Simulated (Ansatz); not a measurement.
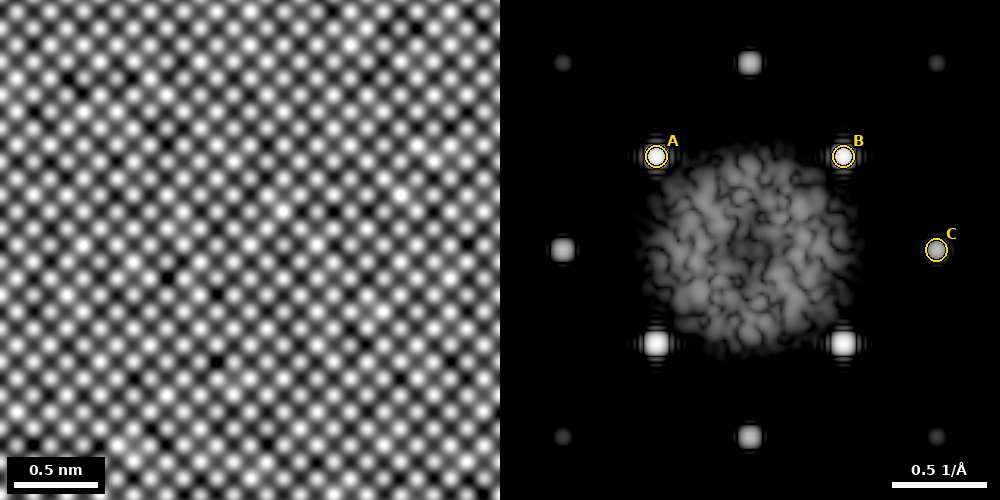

Dark-field STEM-like image of B (Fd-3m, No. 227) along [001]. Simulation: incoherent imaging, intensity Z^1.7 per atom, probe width 0.89 Å, thin sample. The probe carries 25 % of its weight in a tail 2.5 times as wide. The display is stretched by a gamma of 0.8; percentages refer to the linear signal. The speckle of an amorphous layer was added. Model: a calculation's starting geometry; the starting structure was generated, so it need not be a known form of this composition.

The right panel is the modulus of the image's Fourier transform on a logarithmic scale.

a = 4.003 Å, b = 4.003 Å, c = 4.003 Å, α = 90.00°, β = 90.00°, γ = 90.00°

Index the marked spots and give their plane spacings (the zone axis points at the viewer; indices equivalent by symmetry, or all signs reversed, are as good).

Answer. A: (2 -2 0), d = 1.42 Å; B: (-2 -2 0), d = 1.42 Å; C: (-4 0 0), d = 1.00 Å. A and B enclose 90°, and every spot obeys the zone law hu + kv + lw = 0 for [001].
